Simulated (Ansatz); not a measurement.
SiO2, space group Fd-3m:1 (No. 227), a = 7.120 Å, b = 7.120 Å, c = 7.120 Å, α = 90.00°, β = 90.00°, γ = 90.00°

```
site  Wyckoff       x       y       z
  Si       8b  0.0000  0.0000  0.5000
   O      16d  0.1250  0.1250  0.6250
```

Source: a calculation's input that goes back to an entry of the Crystallography Open Database (an earlier step may have relaxed or displaced it).

Question: Describe the coordination of Si.

Answer: SiO4: an essentially ideal tetrahedron (coordination number 4, S = 0.00; next best see-saw, S = 9.8). Bonds: 4 × Si–O 1.54 Å. The next neighbour, not counted, lies at 3.08 Å.

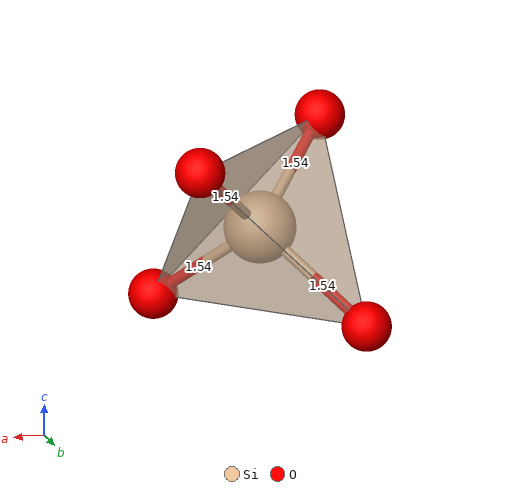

The polyhedron about Si. The shape measure S (0 to 100) is the computed least-squares distance from an ideal polyhedron; S = 0 means ideal.
